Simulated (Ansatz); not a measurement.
Input

```
crystal:
  lattice:
    - [3.2093, 0.0, 0.0]
    - [-1.60465, 2.7793353284, 0.0]
    - [0.0, 0.0, 5.2103]
  atoms:
    - { symbol: Mg, position: [0.3333333333, 0.6666666667, 0.25] }
    - { symbol: Mg, position: [0.6666666667, 0.3333333333, 0.75] }
basis:
  ecutwfc: 420
  fft_grid_basis: typed
kpoints:
  mp_grid: { grid: [12, 12, 8] }
hamiltonian:
  xc: pbe
  pseudopotentials: { kind: paw }
scf:
  occupations: { method: gaussian, width: 0.05 }
output:
  forces: true
  stress: true
  eigenvalues: true
  bader: true
  write_density: true
  volumetric_format: npy
  elf: true
```

Launched as:

```sh
ansatz run input.yaml --threads 1 --pin off --max-ram 2560MiB --backend cpu --events-out ev --progress --plain --runs-dir out
```

The picture shows the conventional cell (a = 3.21 Å, b = 3.21 Å, c = 5.21 Å, α = 90.00°, β = 90.00°, γ = 120.00°).

Space group P6_3/mmc.

All numbers below come from Ansatz 0.2.0, DFT PBE, scalar-relativistic, plane waves, PAW.

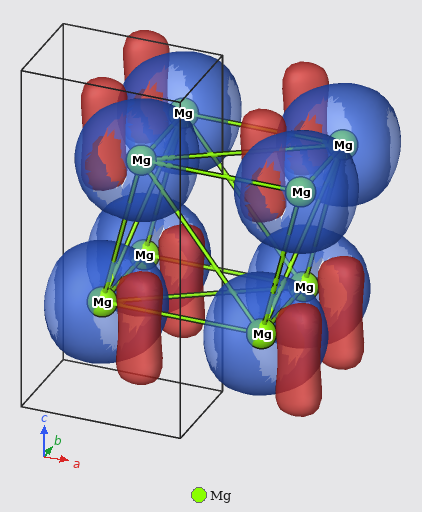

Mg. Deformation density (self-consistent density less superposed neutral spherical atoms): red surfaces at +0.02 and blue ones at −0.02 e/Å³, in the conventional cell, repeated, seen slightly off an axis (the regions close to the nuclei are left out). Cores are masked to 0.9 Å (Mg).

In a PAW calculation such maps are meaningful between the atoms, not at the nuclei.

### Where does charge go when the atoms form this crystal?

Mg–Mg (3.20 Å): Δρ is +0.007 e/Å³ at the midpoint. Over the whole cell, outside the masked cores, the largest gain, 0.02 e/Å³, lies 1.9 Å from a magnesium nucleus, and the largest loss lies at the edge of the masked core of Mg. In all about 0.13 e an atom is rearranged against the free atoms.

Cost of the run: 14 s on 1 thread of Arm Neoverse N1, on a shared host, peak memory 0.32 GiB.
